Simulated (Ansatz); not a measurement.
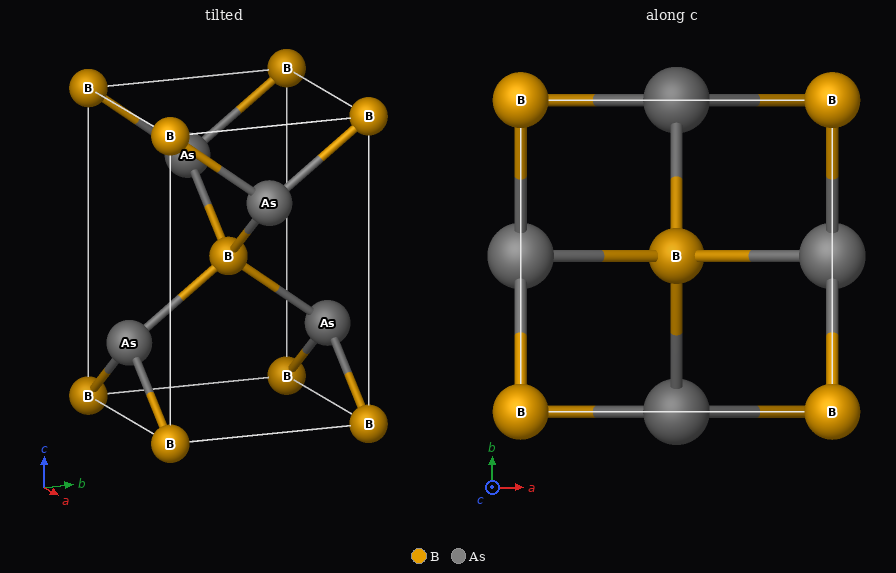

Ball-and-stick representation of a periodic structure, projected slightly off an axis and along the c axis. Lines trace the edges of the conventional unit cell.

BAs, space group I-4m2 (No. 119), a = 3.281 Å, b = 3.281 Å, c = 4.850 Å, α = 90.00°, β = 90.00°, γ = 90.00°. The model was built from a structure type filled with these elements by a generator (whether the compound takes this form wasn't checked). The cell was then strained or its atoms displaced on purpose. It was the input of a calculation with Ansatz.

This one geometry was computed with Ansatz (DFT, plane waves, PAW) at four levels of theory: r2SCAN, HSE06, r2SCAN with spin-orbit coupling and PBE. It was relaxed with r2SCAN and then strained.

**Which level gives the highest pressure at this volume, and what does that say about its equilibrium volume?**

Highest: PBE (9.4 GPa), which points to the largest equilibrium volume. Lowest, with the smallest volume: HSE06 (6.3 GPa). Levels within 0.5 GPa of each other can't be told apart.

**How does the band gap change with the level of theory?**

PBE: a gap of 0.80 eV, indirect; r2SCAN with spin-orbit coupling: a gap of 0.90 eV, indirect; r2SCAN: a gap of 0.96 eV, indirect; HSE06: a gap of 1.42 eV, indirect.

**Collect the results in a table.**

| level | cutoff (eV) | k-mesh of the run's cell | gap (eV) | pressure (GPa) |
| --- | --- | --- | --- | --- |
| r2SCAN | 500 | 10×10×10 | 0.96 | 7.3 |
| HSE06 | 420 | 6×6×6 | 1.42 | 6.3 |
| r2SCAN with spin-orbit coupling | 500 | 10×10×10 | 0.90 | 7.3 |
| PBE | 420 | 10×10×10 | 0.80 | 9.4 |

Gaps are taken on the k-mesh or band path of each run.
